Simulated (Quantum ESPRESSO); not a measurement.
# A series of single points on MoS₂

System: MoS₂ (R-3m, 3 atoms in the cell).
Method: Kohn-Sham DFT of a periodic cell, LDA, GBRV 1.5 LDA, no spin polarisation (Quantum ESPRESSO 7.5).

The 7 runs differ only in the geometry, by an even scaling of the cell at fixed fractional positions. The structure derives from an entry of the Crystallography Open Database.

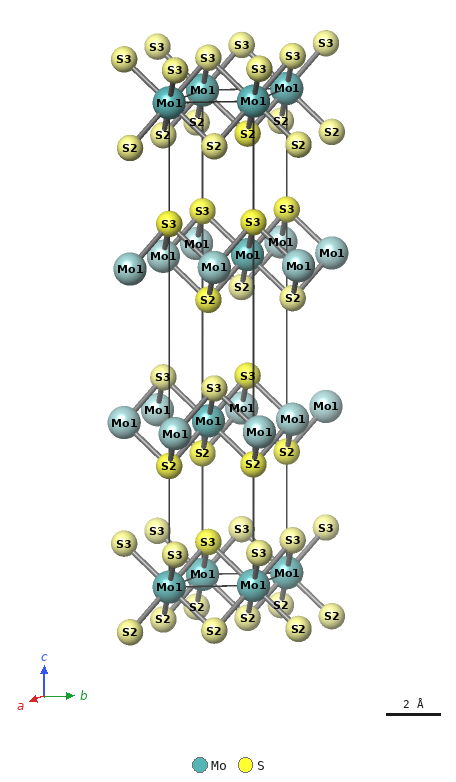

Figure 1. The structure of run 4 (ball-and-stick view of the cell 3 times as large as that of the calculation, set on its symmetry axes, seen slightly off an axis; neighbours outside the cell are drawn fainter; atoms are numbered from 1 in the order of the input). An atom can appear more than once, as a periodic image.

**Input of run 4**
```
&CONTROL
  calculation = 'scf'
  prefix = 'pwscf'
  outdir = './tmp'
  pseudo_dir = './pseudo'
  tprnfor = .true.
  tstress = .true.
  disk_io = 'nowf'
/
&SYSTEM
  ibrav = 0
  nat = 3
  ntyp = 2
  ecutwfc = 45
  ecutrho = 360
  nbnd = 20
  occupations = 'smearing'
  smearing = 'fd'
  degauss = 0.00367493
/
&ELECTRONS
  conv_thr = 6d-10
  electron_maxstep = 120
  mixing_beta = 0.5
/
ATOMIC_SPECIES
Mo    95.9500 mo_lda_v1.uspp.F.UPF
S     32.0600 s_lda_v1.4.uspp.F.UPF
CELL_PARAMETERS angstrom
   1.5855000000    0.9153888518    6.1149966667
  -1.5855000000    0.9153888518    6.1149966667
   0.0000000000   -1.8307777036    6.1149966667
ATOMIC_POSITIONS crystal
Mo     0.0000000000    0.0000000000    0.0000000000
S      0.2500000000    0.2500000000    0.2500000000
S      0.7500000000    0.7500000000    0.7500000000
K_POINTS automatic
10 10 10 0 0 0
```

Command:
```bash
OMP_NUM_THREADS=1 mpirun -n 2 pw.x -nk 2 -in pw.in > pw.out
```

Lattice vectors (Å) and fractional positions of run 4:
```
   1.585500    0.915389    6.114997
  -1.585500    0.915389    6.114997
   0.000000   -1.830778    6.114997
Mo  0.000000  0.000000  0.000000
S   0.250000  0.250000  0.250000
S   0.750000  0.750000  0.750000
```

Run 5 differs from it as follows:
```diff
-   1.5855000000    0.9153888518    6.1149966667
-  -1.5855000000    0.9153888518    6.1149966667
-   0.0000000000   -1.8307777036    6.1149966667
+   1.5960003060    0.9214512063    6.1554945136
+  -1.5960003060    0.9214512063    6.1554945136
+   0.0000000000   -1.8429024126    6.1554945136
```

**Results, with one run withheld**

| run | volume per atom (Å³) | free energy per atom, from the lowest run given (meV) | pressure (GPa) |
| --- | --- | --- | --- |
| 1 | 16.685 | 34.48 | 10.73 |
| 2 | 17.040 | 14.86 | 6.72 |
| 3 | 17.395 | 3.64 | 3.13 |
| 4 | 17.750 | 0.00 | −0.11 |
| 5 | 18.105 | ? | ? |
| 6 | 18.460 | 12.42 | −5.62 |
| 7 | 18.815 | 27.16 | −7.96 |

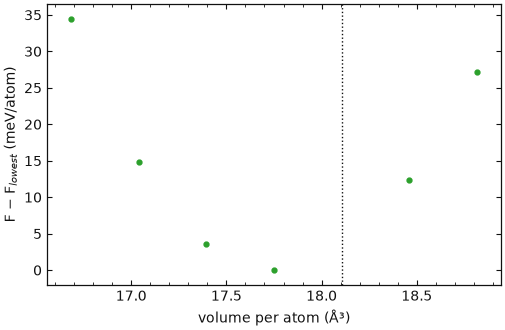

Figure 2. Free energy per atom of the runs given; the dotted line marks run 5.

Estimate the energy of run 5 from the others.

A cubic polynomial in V^(−2/3) (the Birch–Murnaghan form), fitted to the 6 runs given, misses them by at most 0.01 meV per atom. With x = V^(−2/3) − 0.14743 Å⁻², it reads F = 0.2273 + 893.08 x + 8.8494e+05 x² + 1.0573e+06 x³ (meV per atom). At run 5 it gives 3.16 meV per atom, and the run itself gives 3.16. The slope of the fit gives a pressure −dF/dV of −2.85 GPa there, and the run prints −3.01 GPa. The two needn't agree exactly: the fit is approximate, and the printed stress is taken on a finite basis. The fit has its minimum at 17.756 Å³ per atom, where V d²F/dV² gives 153 GPa. Cell shape and fractional positions are held, so this is the stiffness under even scaling; the relaxed bulk modulus wasn't computed and can be far lower in a crystal of layers, chains or molecules like this one.

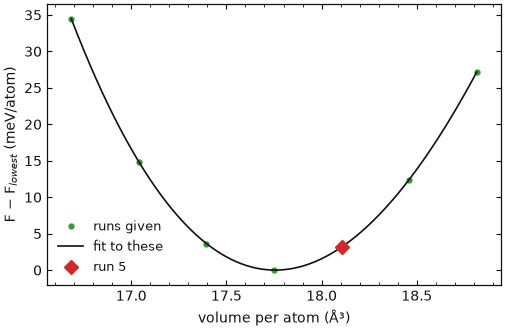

Figure 3. The fit and the withheld run.

**Some lines of the output (run 5)**
```
[...]
     total energy              =    -187.81448130 Ry
     total energy              =    -187.81631418 Ry
     total energy              =    -187.82864231 Ry
     total energy              =    -187.83472888 Ry
     total energy              =    -187.83487233 Ry
     total energy              =    -187.83489099 Ry
     total energy              =    -187.83489384 Ry
     total energy              =    -187.83489391 Ry
     total energy              =    -187.83489392 Ry
     the Fermi energy is    10.7335 ev
!    total energy              =    -187.83489392 Ry
     The total energy is F=E-TS. E is the sum of the following terms:
     Computing stress (Cartesian axis) and pressure
          total   stress  (Ry/bohr**3)                   (kbar)     P=      -30.09
```

Notes on the run: negative rho.
